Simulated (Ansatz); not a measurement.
Band edges of HfO₂ (Fm-3m).

```xyz
3
Lattice="0.0000 2.5575 2.5575 2.5575 0.0000 2.5575 2.5575 2.5575 0.0000" Properties=species:S:1:pos:R:3 pbc="T T T"
Hf    0.0000    0.0000    0.0000
O     1.2788    1.2788    1.2788
O     3.8363    3.8363    3.8363
```

Method: Ansatz 0.2.0, DFT PBE, scalar-relativistic, plane waves, PAW; levels and slopes on a dense k mesh at the converged density. No spin polarisation. The levels come from a k mesh of 34×34×34 points. Unrelaxed database geometry.

Masses come from a second pass at points close to the extrema; at the energies drawn a band may no longer be parabolic.

The gap is direct, 3.72 eV at this level of theory (semilocal functionals give gaps that are too small, and can reorder valleys that lie close).

Valence band: three equivalent maxima at X, principal masses 0.29, 3.16 and 3.16 mₑ; twelve equivalent maxima on the K–Γ line, 0.58 eV below the edge, principal masses 0.31, 7.19 and 7.66 mₑ. Band 19 forms the valence edge.
Conduction band: three equivalent minima at X, principal masses 0.74, 0.74 and 1.23 mₑ; one minimum at Γ, 0.10 eV above the edge, two bands meeting there, with masses of 0.54 and 1.84 mₑ for the two bands, each the same along x, y and z; twelve equivalent minima on the K–Γ line, 0.53 eV above the edge, principal masses 1.01, 1.84 and 2.86 mₑ. Band 20 forms the conduction edge; band 21 begins 0.10 eV higher (at Γ).

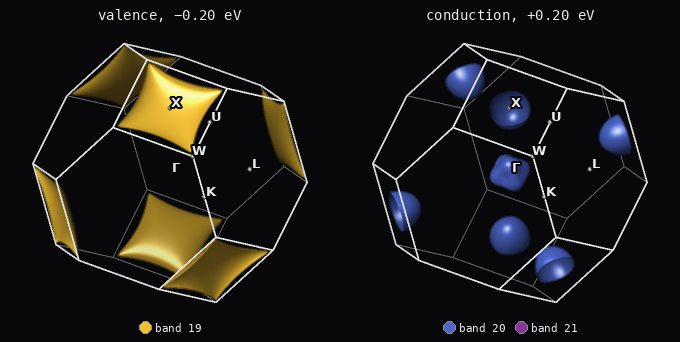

Constant-energy surfaces near the two band edges, measured from each edge.

Where one band's surface lies inside another's, the outer one hides all or part of it.

Spin-orbit coupling, left out here, can change the gap, its kind, the place of the band edges and the masses, since the compound holds Hf.
